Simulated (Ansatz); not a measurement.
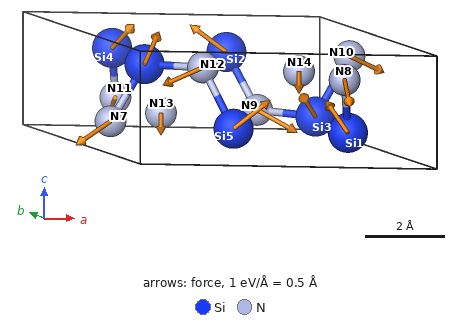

Starting geometry of a crystal of Si$_{3}$N$_{4}$ (built on the measured structure type) with the computed forces as orange arrows. The picture is a ball-and-stick view of the cell of the calculation, seen slightly off an axis.

Level of theory: DFT, PBE-D3(BJ), plane waves, PAW in Ansatz. Settings: plane-wave cutoff 420 eV; k-point mesh 6 × 6 × 8; occupations fermi dirac; smearing width 0.02 eV; no spin polarisation; cell and atoms relaxed; force threshold 0.005 eV/Å.

What follows when this structure is relaxed?

Answer. It isn't relaxed: the largest force vector, on N atoms, is 2.48 eV/Å. The final displacements have little in common with the starting forces (cosine between the two patterns 0.23). The largest moves relative to the cell, 1.19 Å, are those of N atoms. By element the largest moves are N 1.19 Å, Si 0.22 Å. The drawn cell changes as follows: a = b 7.595 → 7.619 Å (+0.3 %), c 2.902 → 2.911 Å (+0.3 %); the volume changes by +0.9 %. Near-neighbour distances that change, for instance: N–Si 2.287 → 3.388 Å, N–Si 2.229 → 1.732 Å, N–Si 1.699 → 1.739 Å, N–Si 1.772 → 1.739 Å. New bonds form: N–Si (2.23 → 1.73 Å). Bond angles that change, for instance: Si–N–Si 125.4° → 123.1°, Si–N–Si 120.9° → 123.1°. The space group (tolerance 0.01 Å) goes from P6_3 (No. 173) to P6_3/m (No. 176). Over 12 accepted moves (13 points after the start) the energy falls by 715 meV per atom. Largest force component: 2.2 eV/Å at the start, 0.0006 eV/Å at the end. The pressure goes from −6.36 to 0.04 GPa. The SCF was repeated once at an unchanged geometry on a basis and grid sized afresh for the cell, which shifted the energy by 0.3 meV per atom at most. The run took 90 s on 1 × NVIDIA H100 80GB HBM3 with 2 threads of AMD EPYC 7R13 Processor (Zen 3) (shared host), peak memory 1.3 GiB.
